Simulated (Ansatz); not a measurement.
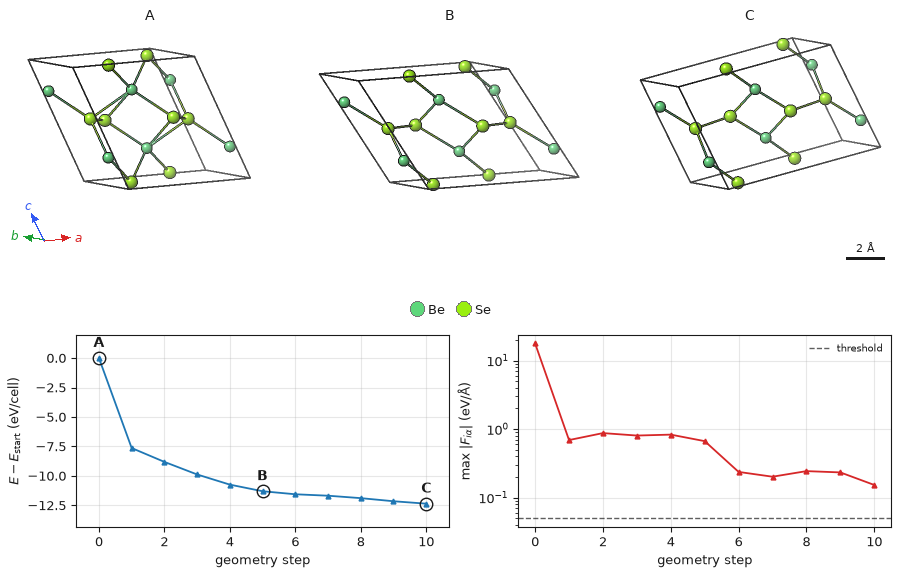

Frames of a relaxation of a crystal of BeSe₂ (a generated structure, set up in C2/c) (coarse preliminary run), marked on the history of the run. Style: ball-and-stick. Shown: the conventional cell (2 times the calculation's cell), from a free direction. Lengths and directions refer to the drawn axes.

Case: Ba → Be, S → Se on all its sites, cell and atoms relaxed.

These are results of DFT r2SCAN, scalar-relativistic, plane waves, PAW (Ansatz 0.2.0), not measurements. Settings: plane-wave cutoff 500 eV; k-point mesh 6 × 6 × 4; occupations gaussian; smearing width 0.1 eV; no spin polarisation; cell and atoms relaxed; force threshold 0.05 eV/Å; at most 60 steps.

Q: What happens along the run?

A: The run was cut off at its time limit before the relaxation converged, so the last structure is only a point on the way. The largest moves relative to the cell, 0.43 Å, are those of Se atoms. By element the largest moves are Se 0.43 Å, Be 0.16 Å. Cell: a 7.997 → 10.100 Å (+26.3 %), b 4.090 → 3.504 Å (−14.3 %), c 7.756 → 6.639 Å (−14.4 %), β 118.3° → 111.1°. Volume −1.9 %. Among the contacts that change: Be–Se 2.708 → 3.817 Å, Se–Se 1.807 → 2.455 Å, Se–Se 3.784 → 3.237 Å, Be–Se 2.763 → 2.322 Å. The space group stays C2/c (No. 15). After 10 geometry steps the energy has fallen by 12.356 eV per cell of the calculation. The largest force component goes from 18 to 0.15 eV/Å. Pressure: 36.58 GPa at the start and 0.87 GPa at the end. Cost: 6.2 min on 1 thread of Intel(R) Xeon(R) Platinum 8488C (Sapphire Rapids), on a shared host, peak memory 0.89 GiB. From step 0 to 5: Se atoms move most (0.27 Å), volume −3.1 %, energy −11.301 eV per cell of the calculation. From step 5 to 10: Se atoms move most (0.35 Å), volume +1.2 %, energy −1.055 eV per cell of the calculation.

```tsv
step	E − E(0), meV/atom	largest force component, eV/Å	pressure, GPa	volume, Å³/atom
0	0.00	17.7458	36.58	18.619
1	-1272.64	0.6915	5.17	19.334
2	-1468.55	0.8738	3.75	18.610
3	-1646.35	0.8047	2.64	18.304
4	-1789.99	0.8301	2.88	18.118
5	-1883.50	0.6667	3.05	18.051
6	-1926.35	0.2370	0.63	18.455
7	-1946.74	0.2018	0.33	18.523
8	-1981.08	0.2435	-0.13	18.422
9	-2024.96	0.2332	0.07	18.219
10	-2059.36	0.1529	0.87	18.263
```
